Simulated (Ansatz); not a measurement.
## Run report: PtSe2, single-point calculation (part 2 of 2)

Continued. System: PtSe2 (P-3m1, 3 atoms in the cell). Method: DFT PBEsol+U+J, spin-orbit coupling, plane waves, PAW, U = 2 eV, J = 0.7 eV on Pt atom 1 d (Ansatz 0.2.0); cutoff 420 eV, 6×6×4 k-mesh, Gaussian smearing of 0.05 eV. The structure derives from an entry of the Crystallography Open Database. It belongs to a series of runs on one base structure; here: natural orbitals of the symmetric run, filled by rank.

Geometry of the input (Å; fractional positions):
```
3.7240  0.0000  0.0000
-1.8620  3.2251  0.0000
0.0000  0.0000  5.0620
Pt 0.0000  0.0000  0.0000
Se 0.3333  0.6667  0.2500
Se 0.6667  0.3333  0.7500
```

Log, continued:
```
SCF iter   1: F=—  HF=-23264.594107 eV  |F-HF|=—  |Δ(HF+E_count)|=         —  Δρ=2.07e-1  dr2=4.91e0  dr2_m=5.96e0  ethr=3.10e-3  |M|=4.07e-1 ∫|m|=1.17e0 μB  |m|>n=0.0e0 m-floor=0.0e0 τ_xc=6.3e-11 mc-row=0.0e0  β_m=0.30  ⟨swp⟩=7.2  Hψ=12225  notcnv=0  defer=20
preconditioner: auto → Kerker (q_TF=auto, 2.641 Å⁻¹)  [metal: Δε(μ)=0.020 eV  Ē_g=10.179 eV  σ=0.050 eV  W_gap=0.22  n_scr=22 (ndim 8)  ℏωp=22.3 eV  f_vac=0.017  D(μ)=2.28/eV (n_scr^D=22)]
spin=Noncollinear: Kerker preconditioning applied to the charge; magnetization (m_x, m_y, m_z) channels mix plain (no charge-response kernel on spin).
SCF iter   2: F=—  HF=-23264.588173 eV  |F-HF|=—  |Δ(HF+E_count)|=   5.93e-3  Δρ=1.55e-1  dr2=1.04e0  dr2_m=3.34e0  ethr=3.10e-3  |M|=2.30e-1 ∫|m|=9.69e-1 μB  |m|>n=0.0e0 m-floor=0.0e0 τ_xc=4.6e-3 mc-row=0.0e0  β_m=0.30  ⟨swp⟩=2.2  Hψ=3887  notcnv=0  defer=205
preconditioner: auto → Resta (q_TF=auto, 2.641 Å⁻¹)  ε∞=5.8  [insulator: Δε(μ)=0.054 eV  Ē_g=10.226 eV  σ=0.050 eV  W_gap=0.50  n_scr=22 (ndim 8)  ℏωp=22.3 eV  f_vac=0.019  D(μ)=0.89/eV (n_scr^D=2)  ε∞_Penn≈5.8]
spin=Noncollinear: Resta preconditioning applied to the charge; magnetization (m_x, m_y, m_z) channels mix plain (no charge-response kernel on spin).
SCF iter   3: F=—  HF=-23264.811357 eV  |F-HF|=—  |Δ(HF+E_count)|=   2.23e-1  Δρ=1.15e-1  dr2=5.62e-2  dr2_m=1.83e0  ethr=2.08e-3  |M|=1.34e-1 ∫|m|=8.21e-1 μB  |m|>n=0.0e0 m-floor=0.0e0 τ_xc=4.1e-3 mc-row=0.0e0  β_m=0.30  ⟨swp⟩=2.0  Hψ=3718  notcnv=0  defer=213
SCF iter   4: F=—  HF=-23265.046841 eV  |F-HF|=—  |Δ(HF+E_count)|=   2.35e-1  Δρ=8.34e-2  dr2=5.57e-3  dr2_m=9.68e-1  ethr=1.12e-4  |M|=1.17e-1 ∫|m|=7.33e-1 μB  |m|>n=0.0e0 m-floor=0.0e0 τ_xc=2.9e-3 mc-row=0.0e0  β_m=0.30  ⟨swp⟩=3.0  Hψ=5712  notcnv=0  defer=236
SCF iter   5: F=—  HF=-23265.169029 eV  |F-HF|=—  |Δ(HF+E_count)|=   1.22e-1  Δρ=6.07e-2  dr2=1.15e-3  dr2_m=5.13e-1  ethr=1.11e-5  |M|=1.13e-1 ∫|m|=6.64e-1 μB  |m|>n=0.0e0 m-floor=0.0e0 τ_xc=2.0e-3 mc-row=0.0e0  β_m=0.30  ⟨swp⟩=2.0  Hψ=5036  notcnv=0  defer=237
SCF iter   6: F=—  HF=-23265.234107 eV  |F-HF|=—  |Δ(HF+E_count)|=   6.51e-2  Δρ=4.43e-2  dr2=2.48e-4  dr2_m=2.73e-1  ethr=2.30e-6  |M|=1.10e-1 ∫|m|=6.12e-1 μB  |m|>n=0.0e0 m-floor=0.0e0 τ_xc=1.5e-3 mc-row=0.0e0  β_m=0.30  ⟨swp⟩=2.0  Hψ=5069  notcnv=0  defer=237
SCF iter   7: F=—  HF=-23265.268847 eV  |F-HF|=—  |Δ(HF+E_count)|=   3.47e-2  Δρ=3.24e-2  dr2=7.10e-5  dr2_m=1.46e-1  ethr=4.96e-7  |M|=1.06e-1 ∫|m|=5.70e-1 μB  |m|>n=0.0e0 m-floor=0.0e0 τ_xc=1.1e-3 mc-row=0.0e0  β_m=0.30  ⟨swp⟩=2.7  Hψ=5044  notcnv=0  defer=237
Mixer restart at iter 7: flushing history
spin-set hold released at iteration 7 (site moments contracting): the magnetisation degrees of freedom join the quasi-Newton model from the next iteration; the mixer history was flushed
SCF iter   8: F=—  HF=-23265.287704 eV  |F-HF|=—  |Δ(HF+E_count)|=   1.89e-2  Δρ=2.38e-2  dr2=5.83e-5  dr2_m=7.87e-2  ethr=1.42e-7  |M|=1.03e-1 ∫|m|=5.40e-1 μB  |m|>n=0.0e0 m-floor=0.0e0 τ_xc=8.8e-4 mc-row=0.0e0  β_m=0.65  ⟨swp⟩=2.6  Hψ=5543  notcnv=0  defer=237
SCF iter   9: F=—  HF=-23265.310581 eV  |F-HF|=—  |Δ(HF+E_count)|=   2.29e-2  Δρ=8.74e-4  dr2=8.37e-6  dr2_m=1.07e-4  ethr=1.17e-7  |M|=9.30e-2 ∫|m|=4.52e-1 μB  |m|>n=0.0e0 m-floor=0.0e0 τ_xc=3.9e-4 mc-row=0.0e0  β_m=0.82  ⟨swp⟩=3.0  Hψ=6181  notcnv=0  defer=240
SCF iter  10: F=—  HF=-23265.310681 eV  |F-HF|=—  |Δ(HF+E_count)|=   9.99e-5  Δρ=2.95e-4  dr2=2.25e-6  dr2_m=1.21e-5  ethr=1.67e-8  |M|=9.40e-2 ∫|m|=4.45e-1 μB  |m|>n=0.0e0 m-floor=0.0e0 τ_xc=3.8e-4 mc-row=0.0e0  β_m=0.91  ⟨swp⟩=2.0  Hψ=5017  notcnv=0  defer=240
SCF iter  11: F=—  HF=-23265.310694 eV  |F-HF|=—  |Δ(HF+E_count)|=   1.34e-5  Δρ=2.87e-5  dr2=3.68e-7  dr2_m=1.19e-7  ethr=4.50e-9  |M|=9.45e-2 ∫|m|=4.42e-1 μB  |m|>n=0.0e0 m-floor=0.0e0 τ_xc=3.7e-4 mc-row=0.0e0  β_m=0.91  ⟨swp⟩=2.0  Hψ=4931  notcnv=0  defer=240
Mixer restart at iter 11: flushing history
SCF iter  12: F=—  HF=-23265.312304 eV  |F-HF|=—  |Δ(HF+E_count)|=         —  Δρ=6.21e-5  dr2=2.48e-7  dr2_m=5.40e-7  ethr=7.37e-10  |M|=9.44e-2 ∫|m|=4.42e-1 μB  |m|>n=0.0e0 m-floor=0.0e0 τ_xc=3.7e-4 mc-row=0.0e0  β_m=0.91  ⟨swp⟩=2.0  Hψ=4551  notcnv=0  defer=240
SCF iter  13: F=—  HF=-23267.044969 eV  |F-HF|=—  |Δ(HF+E_count)|=    1.73e0  Δρ=1.07e-2  dr2=4.33e-2  dr2_m=1.61e-2  ethr=4.96e-10  |M|=4.60e-2 ∫|m|=1.92e-1 μB  |m|>n=0.0e0 m-floor=0.0e0 τ_xc=3.7e-4 mc-row=0.0e0  β_m=0.75  ⟨swp⟩=5.7  Hψ=11393  notcnv=0  defer=240
SCF iter  14: F=—  HF=-23267.084600 eV  |F-HF|=—  |Δ(HF+E_count)|=   3.96e-2  Δρ=5.90e-3  dr2=2.60e-2  dr2_m=4.87e-3  ethr=4.96e-10  |M|=1.73e-2 ∫|m|=1.01e-1 μB  |m|>n=0.0e0 m-floor=0.0e0 τ_xc=1.3e-4 mc-row=0.0e0  β_m=0.83  ⟨swp⟩=6.0  Hψ=15864  notcnv=0  defer=247
SCF iter  15: F=—  HF=-23267.086169 eV  |F-HF|=—  |Δ(HF+E_count)|=   1.57e-3  Δρ=3.49e-3  dr2=2.94e-3  dr2_m=1.71e-3  ethr=4.96e-10  |M|=1.50e-2 ∫|m|=5.77e-2 μB  |m|>n=0.0e0 m-floor=0.0e0 τ_xc=6.0e-5 mc-row=0.0e0  β_m=0.91  ⟨swp⟩=5.4  Hψ=13277  notcnv=0  defer=247
SCF iter  16: F=—  HF=-23267.087519 eV  |F-HF|=—  |Δ(HF+E_count)|=   1.35e-3  Δρ=1.24e-3  dr2=1.70e-4  dr2_m=2.14e-4  ethr=4.96e-10  |M|=6.04e-3 ∫|m|=2.16e-2 μB  |m|>n=0.0e0 m-floor=0.0e0 τ_xc=1.1e-5 mc-row=0.0e0  β_m=0.90  ⟨swp⟩=4.1  Hψ=8927  notcnv=0  defer=247
SCF iter  17: F=—  HF=-23267.087718 eV  |F-HF|=—  |Δ(HF+E_count)|=   1.99e-4  Δρ=3.07e-4  dr2=6.90e-6  dr2_m=1.37e-5  ethr=4.96e-10  |M|=1.78e-3 ∫|m|=5.82e-3 μB  |m|>n=0.0e0 m-floor=0.0e0 τ_xc=1.3e-6 mc-row=0.0e0  β_m=0.80  ⟨swp⟩=4.1  Hψ=8017  notcnv=0  defer=247
SCF iter  18: F=—  HF=-23267.087726 eV  |F-HF|=—  |Δ(HF+E_count)|=   7.74e-6  Δρ=6.40e-5  dr2=1.25e-7  dr2_m=7.71e-7  ethr=4.96e-10  |M|=4.75e-4 ∫|m|=1.43e-3 μB  |m|>n=0.0e0 m-floor=0.0e0 τ_xc=1.4e-7 mc-row=0.0e0  β_m=0.90  ⟨swp⟩=3.0  Hψ=6898  notcnv=0  defer=247
iter 19 did not close the SCF: its close was put off for a magnetic moment that had not settled (scf_convergence_deferred on its scf_iter line)
SCF iter  19: F=-23267.087727 eV  HF=-23267.087727 eV  |F-HF|=4.15e-9  |Δ(HF+E_count)|=   1.57e-6  Δρ=7.20e-6  dr2=9.40e-9  dr2_m=9.69e-9  ethr=2.00e-10  |M|=1.22e-5 ∫|m|=1.22e-4 μB  |m|>n=0.0e0 m-floor=0.0e0 τ_xc=1.2e-10 mc-row=0.0e0  β_m=0.95  ⟨swp⟩=14.1  Hψ=23676  notcnv=0
iter 20 did not close the SCF: its close was put off for a magnetic moment that had not settled (scf_convergence_deferred on its scf_iter line)
SCF iter  20: F=-23267.087727 eV  HF=-23267.087727 eV  |F-HF|=2.62e-10  |Δ(HF+E_count)|=   1.33e-8  Δρ=7.11e-7  dr2=1.52e-10  dr2_m=1.34e-10  ethr=1.88e-11  |M|=6.62e-6 ∫|m|=1.47e-5 μB  |m|>n=0.0e0 m-floor=0.0e0 τ_xc=2.6e-12 mc-row=0.0e0  β_m=0.97  ⟨swp⟩=5.0  Hψ=15618  notcnv=0
SCF iter  21: F=-23267.087727 eV  HF=-23267.087727 eV  |F-HF|=2.55e-11  |Δ(HF+E_count)|=  3.42e-10  Δρ=1.67e-7  dr2=2.23e-11  dr2_m=3.60e-12  ethr=1.00e-12  |M|=1.70e-6 ∫|m|=2.76e-6 μB  |m|>n=0.0e0 m-floor=0.0e0 τ_xc=7.8e-14 mc-row=0.0e0  ⟨swp⟩=4.0  Hψ=13484  notcnv=0
WARN: the starting moments were not kept: the SCF closed with an absolute magnetisation of 2.7e-6 μB, where they sum to 4 μB in size (1 site). That is at most 0.1 of that sum. Measured as dr2_m measures the in/out step, that magnetisation stands 9.5e-13 eV from none, at or under the dr2_threshold of 1.0e-7 eV: it is no larger than a step whose dr2_m would equal this threshold. The system may hold no moment; this SCF shows only that its start led to no more than that. To try another start: raise the starting moments (crystal.atoms[].spin, magnetization.per_species, magnetization.initial_magnetization, or on a non-collinear deck that types none of these the spinor_matrix: blocks that start its atoms; where the total moment is fixed, keep their sum and leave initial_magnetization as it is; typed ones take the place of any that the run laid by itself, positive ones on a crystal's lanthanoids without a Hubbard term where scf.initial_density.shell_occupations: [] is typed) or, if the notice of its spin-set hold's release reads "site moments contracting" or "site moments show no strong build", lengthen the hold (scf.mixing.spin_hold: { on: { confirm: 4 } }; for m-r²SCAN on two components see the key's manual first). Each may lead to a state that holds a moment. A second SCF, from the converged charge density, with the starting moments and any scf.initial_density.shell_occupations laid on it anew, would have followed, and was not run: the deck does not ask for one (magnetization.retry_lost_moments is false, the default). To let it run, set magnetization.retry_lost_moments: true and run the deck again, where that key's refused combinations let it; where memory then withholds it, that run's warning says so.
WARN: hamiltonian.hubbard: on 1 of 1 specified blocks the occupation matrix of this SCF's result fails the test of the specified filling. At site 0 (sites count from 0 in the list of atoms of the cell that this SCF solves) the least filled combination of the orbitals specified full has occupation 0.718, and the fullest combination of the orbitals specified empty has occupation 0.976; the filling counts as kept where the first is at least 0.75 and exceeds the second by more than 0.25. The state of this SCF's result may not hold the specified filling, though these bounds can also misjudge a state that does. This warning does not say which state is lower in energy, or whether the specified filling is a self-consistent state at all; see hamiltonian.hubbard.sites[].starting_ns, Limitations, and scf.initial_density.shell_occupations in the input reference
SCF 1 converged in 21 iterations: F = -23267.087727 eV  dr2 = 2.23e-11
  greatest PAW one-centre occupation: 1.000 electrons in one spin orbital (limit 2), on the Pt atom at site 0 (counted from 0), in its partial waves of l = 0
SCF converged after 21 iterations
Magnetization: |M| = 0.0000 μB,  M = (+0.0000, +0.0000, -0.0000) μB
Absolute magnetization: 0.0000 μB (∫|m|, with the PAW one-centre terms)
  site 0: m = (+0.0000, +0.0000, -0.0000) μB, |m| = 0.0000 μB  (R = 1.03 Å)
  site 1: m = (+0.0000, +0.0000, +0.0000) μB, |m| = 0.0000 μB  (R = 1.03 Å)
  site 2: m = (+0.0000, +0.0000, -0.0000) μB, |m| = 0.0000 μB  (R = 1.03 Å)
Free energy (F): -23267.087727 eV
Harris-Foulkes:  -23267.087727 eV  (|F-HF|=2.55e-11)
Internal energy: -23267.085936 eV  (E = F + TS)
E sigma→0 (E₀):  -23267.086832 eV
Entropy (-TS):   -0.001791 eV (-0.597 meV/atom)
Fermi energy:    13.159314 eV
--- Per-component energies (eV) ---
  E_band       = -974.894923
  E_kinetic    = 876.035860
  E_local      = -6795.719819  (includes V_loc(G=0)·N_el)
  E_nonlocal   = -991.930121
  E_hartree    = 3147.607821
  E_xc         = -467.891672
  E_vxc        = -499.873739  (∫ρ·V_xc dr)
  E_hubbard    = 0.607410  (on-site DFT+U / exact-exchange correction)
  E_vhub       = -4.459209  (the Hubbard potential's part of the band-sum identity)
  E_paw        = -13080.175670  (= ΣΔE_a)
  E_vpaw       = 145.837556  (= ΣTr[D̂ρ^β])
  E_aug_tail   = -0.001038  (compensation charges beyond the density's cutoff)
  E_ewald      = -5957.935330
  E_core_change = 2.316623  (= ΣΔE_core)
  E_smearing   = -0.001791  (= −TS)
  E_closure    = -0.000000  (closes the sum)
  Σ components = -23267.087727   (vs F -23267.087727, Δ=0.00e0)
--- DFT+U+J on-site energies (Liechtenstein; fll double counting; per corrected site; eV) ---
  site 0 (l=d): U=2.0000  J=0.7000  Tr N=8.7293  E_int=57.798614  E_dc=57.191204  E_U=0.607410
--- Hubbard shell moments (per corrected site; Tr N, ν in electrons; μ in μ_B) ---
  shell 0: Tr N=8.7293  μ_S=(+0.0000, +0.0000, +0.0000)  μ_L=(-0.0000, -0.0000, +0.0000)  μ=(+0.0000, +0.0000, +0.0000)  ν=0.1001 along (-0.000, +0.000, +1.000)
--- Specified on-site occupations, and those of the state reported ---
  electrons in the specified blocks: 5.9000 specified, 8.7293 found
  site 0 (l=d): largest change of an orbital's occupation 0.9566; electrons 5.9000 specified, 8.7293 found; spectral distance 1.3888
--- Forces (eV/Å), atoms counted from 1 ---
  atom   1  Pt     0.00000000     0.00000000     0.00000000
  atom   2  Se    -0.00000000     0.00000001     0.36258004
  atom   3  Se     0.00000000    -0.00000001    -0.36258004
  max |Σ_I F_I| component: 3.31e-24 eV/Å
--- Stress (GPa, compression-positive) ---
        2.634941      -0.000000      -0.000000
       -0.000000       2.634941       0.000001
       -0.000000       0.000001       1.511652
  P = ⅓ Tr σ = 2.2605 GPa (22.605 kbar)
--- Band table (eV; the first three rows and the last of 47) ---
  k-point 0: bands = ["-86.0640", "-86.0640", "-51.4311", "-51.4311", "-36.4644", "-36.4644", "-36.3933", "-36.3933", "-35.9562", "-35.9562", "-35.9399", "-35.9399", "-35.9358", "-35.9358", "-35.9275", "-35.9275", "-35.0652", "-35.0652", "-35.0617", "-35.0617", "-35.0527", "-35.0527", "-35.0434", "-35.0434", "-35.0425", "-35.0425", "-35.0418", "-35.0418", "-2.5700", "-2.5700", "0.2666", "0.2666", "5.7114", "5.7114", "6.1373", "6.1373", "6.6005", "6.6005", "8.4750", "8.4750", "8.8708", "8.8708", "10.4348", "10.4348", "11.7784", "11.7784", "12.3377", "12.3377", "13.6063", "13.6063", "14.5411", "14.5411", "14.6506", "14.6506", "16.6179", "16.6179", "17.2741", "17.2741", "20.0058", "20.0058"]
  k-point 1: bands = ["-86.0640", "-86.0640", "-51.4311", "-51.4311", "-36.4645", "-36.4645", "-36.3933", "-36.3933", "-35.9561", "-35.9561", "-35.9395", "-35.9395", "-35.9359", "-35.9359", "-35.9279", "-35.9279", "-35.0651", "-35.0651", "-35.0617", "-35.0617", "-35.0521", "-35.0521", "-35.0432", "-35.0432", "-35.0431", "-35.0431", "-35.0420", "-35.0420", "-2.3472", "-2.3472", "-0.2455", "-0.2455", "6.1589", "6.1589", "6.3558", "6.3558", "6.6943", "6.6943", "8.5129", "8.5129", "8.8499", "8.8499", "10.3783", "10.3783", "11.5631", "11.5631", "12.0837", "12.0837", "12.4167", "12.4168", "14.9852", "14.9852", "15.0513", "15.0513", "17.0739", "17.0739", "18.4567", "18.4567", "19.7779", "19.7779"]
  k-point 2: bands = ["-86.0640", "-86.0640", "-51.4311", "-51.4311", "-36.4645", "-36.4645", "-36.3933", "-36.3933", "-35.9559", "-35.9559", "-35.9391", "-35.9391", "-35.9360", "-35.9360", "-35.9283", "-35.9283", "-35.0651", "-35.0651", "-35.0618", "-35.0618", "-35.0515", "-35.0515", "-35.0437", "-35.0437", "-35.0429", "-35.0429", "-35.0422", "-35.0422", "-1.9940", "-1.9940", "-0.8429", "-0.8429", "6.1810", "6.1810", "6.5828", "6.5828", "7.2971", "7.2971", "8.6566", "8.6566", "8.8297", "8.8297", "10.1345", "10.1345", "11.3600", "11.3600", "11.4516", "11.4516", "11.8768", "11.8768", "15.4217", "15.4217", "15.4863", "15.4863", "17.7177", "17.7177", "19.4436", "19.4436", "19.5082", "19.5082"]
  k-point 46: bands = ["-86.0638", "-86.0638", "-51.4326", "-51.4326", "-36.4639", "-36.4639", "-36.3977", "-36.3977", "-35.9546", "-35.9546", "-35.9474", "-35.9474", "-35.9365", "-35.9365", "-35.9288", "-35.9288", "-35.0641", "-35.0641", "-35.0619", "-35.0619", "-35.0504", "-35.0504", "-35.0490", "-35.0490", "-35.0419", "-35.0419", "-35.0401", "-35.0401", "-0.7808", "-0.7808", "-0.5728", "-0.5728", "5.9632", "5.9632", "6.7252", "6.7252", "7.4185", "7.4185", "7.8919", "7.8919", "8.2401", "8.2401", "9.2776", "9.2776", "9.6086", "9.6086", "10.5480", "10.5480", "11.1805", "11.1805", "13.8569", "13.8569", "14.9592", "14.9592", "18.1607", "18.1607", "19.5400", "19.5400", "20.7641", "20.7641"]
Occupation matrices written to [file]
--- Löwdin populations: 3 sites ---
  site symbol       q [e]
     0     Pt     17.4884
     1     Se     16.1458
     2     Se     16.1458
  spilling = 0.004400 (of n_electrons = 50.000000)
--- Occupation matrices: 1 shell (run DFT+U table (all-electron-ortho-atomic); ε = 1.22e-4) ---
  Pt0 d_5D: site group D3d (-3m)
  Pt0 d_5D spinor Tr n = 8.7293  λ = 0.711 0.711 0.717 0.717 0.973 0.973 0.981 0.981 0.982 0.982  [2× xz 0.36 E3/2g(1.00) | 2× yz 0.26 E1/2g(1.00) | 2× z2 0.55 E1/2g(1.00) | 2× z2 0.44 E1/2g(1.00) | 2× xy 0.36 E3/2g(1.00)]
  specified occupation → Pt0 d_5D spinor: matrix, ‖Δ‖_F = 1.7137, Tr Δ = -2.8293, displaced = 1.9201, d_λ = 1.3888; orbital distance = 2.0048
  Tr n, λ and their labels are of the run-group-symmetrised matrices; stabiliser: 24 of 24 elements of G0×{1,Θ} (closed), max defect 6.1e-7 at τ = 2.6e-5
```

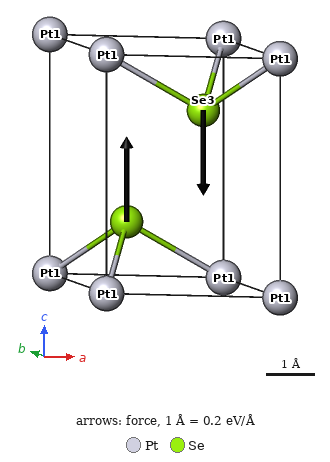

*Forces on the atoms as black arrows (ball-and-stick view of the cell of the calculation, seen slightly off an axis; atoms are numbered from 1 in the order of the input).*

The largest act on Se2, Se3 (0.36 eV/Å). The geometry is not a stationary point of this energy.

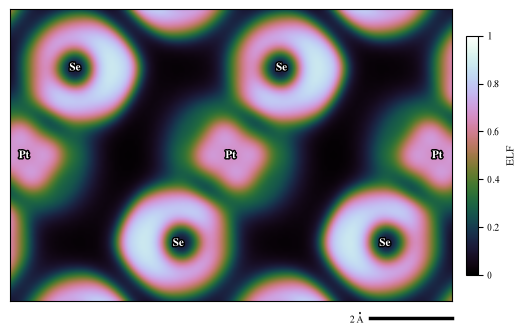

*ELF on the (110) plane of the conventional cell.*

The section cuts through Pt and Se sites. Pt–Se (2.49 Å): the ELF is about 0.50 at the midpoint. The strong features right at Pt lie inside the PAW spheres (semicore, d or f shells) and say nothing about bonding. The fields are those of the smooth PAW valence density.

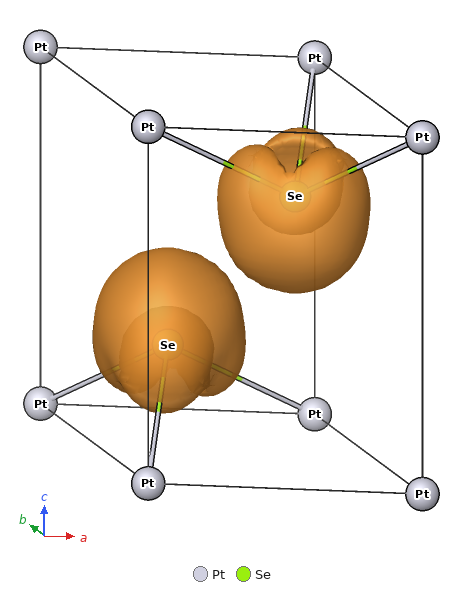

*Isosurface of the electron localisation function at 0.7 (orange), seen slightly off an axis. Only the valence region is drawn (cores and ρ < 0.01 e/Å³ removed). Sticks mark near contacts. The outline is the cell set on symmetry axes.*

Profiles from the grid: Pt–Se (2.49 Å): the ELF is about 0.50 at the midpoint.
